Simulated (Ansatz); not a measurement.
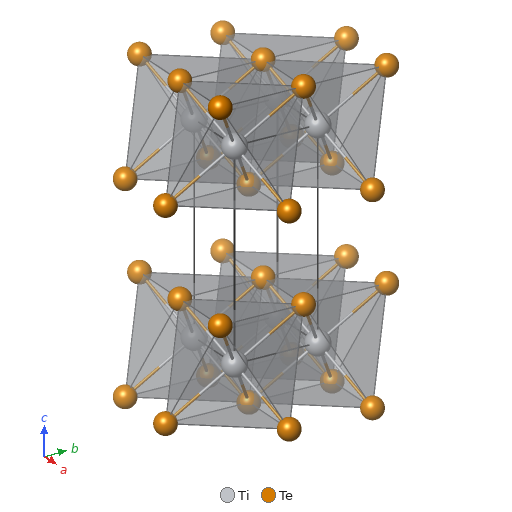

System: TiTe₂, space group P-3m1 (No. 164) (cell built by us, not taken from a database). The picture shows the conventional cell.

Starting cell:
```xyz
3
Lattice="3.8152 0.0000 0.0000 -1.9076 3.3040 0.0000 0.0000 0.0000 6.7680" Properties=species:S:1:pos:R:3 pbc="T T T"
Ti    0.0000    0.0000    0.0000
Te    0.0000    2.2027    1.6866
Te    1.9076    1.1013    5.0814
```

One of the inputs:
```
crystal:
  lattice:
    - [3.8404226135, 0.0, 0.0]
    - [-1.9202113068, 3.3259035445, 0.0]
    - [0.0, 0.0, 6.812811656]
  atoms:
    - { symbol: Ti, position: [0.0, 0.0, 0.0] }
    - { symbol: Te, position: [0.3333333333, 0.6666666667, 0.2492036582] }
    - { symbol: Te, position: [0.6666666667, 0.3333333333, 0.7507963418] }
basis:
  ecutwfc: 500
  ecutrho_ratio: 4
kpoints:
  mp_grid: { grid: [10, 10, 6] }
hamiltonian:
  xc: r2scan
scf:
  occupations: { method: gaussian, width: 0.05 }
output:
  forces: true
  stress: true
  eigenvalues: true
relax:
  f_tol: 0.01
  max_steps: 40
  cell: { stress_tol: 0.1, fix: [volume] }
```

Run as:
```bash
ansatz run input.yaml --threads 4 --pin off --max-ram 7168MiB --backend cpu --events-out ev --progress --plain --runs-dir out
```

Method: plane-wave density functional theory, PAW datasets, Gaussian smearing 0.05 eV: equation of state, the given cell scaled in volume with shape and atoms relaxed at each volume (Ansatz 0.2.0). Level: r2SCAN, no spin polarisation.

PAW set soft_2; wave cutoff 500 eV; k mesh 10×10×6; symmetry use detected.

V(given) is 28.44 Å³/atom.

Describe the result: the energy above the given cell and pressure against V/V(given). The V/V(given) takes the values 0.96, 0.98, 1.00, 1.02, 1.04, 1.07.

The energy above the given cell is 3.88 meV/atom at V/V(given) 0.96 and 3.68 meV/atom at 1.07; the lowest computed point is at V/V(given) 1.00 (0.00 meV/atom). The pressure falls from 1.059 GPa at V/V(given) 0.96 to −0.595 GPa at 1.07, and changes sign near 1.01. The solid is metallic at every point.

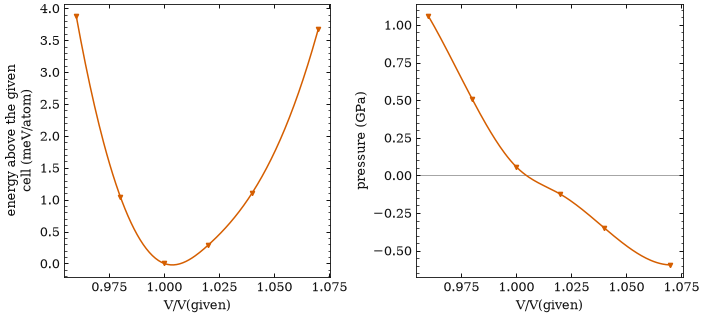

Limits of the calculation: no dispersion term, layers or molecules are underbound; no fit given, since scatter or the place of the minimum failed its tests.
